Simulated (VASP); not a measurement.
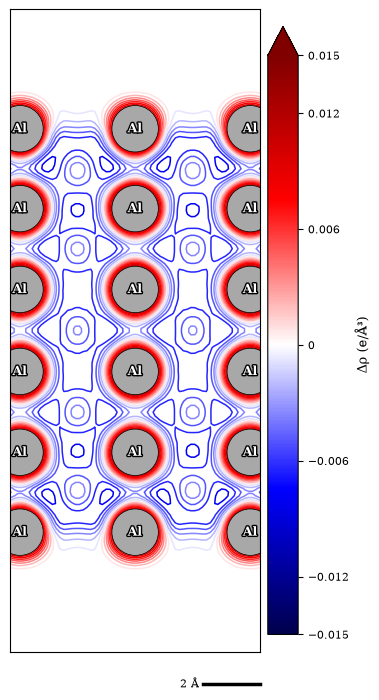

Al (slab). Difference of the valence pseudo-densities of two functionals at the same geometry, on the (010) plane of the calculation cell, a cut from vacuum to vacuum: one of LDA and r2SCAN less the other.

Both computed with VASP (plane waves, PAW), on the same k-point mesh. Grey discs cover the atomic cores.

Question: Which was subtracted from which, and what does the map show?

Answer: It is LDA less r2SCAN. Against r2SCAN, LDA gives more density around Al (+0.004 e/Å³ on average at 1.0 Å from the nucleus) and less density in the space between the atoms (−0.003 e/Å³ on average).
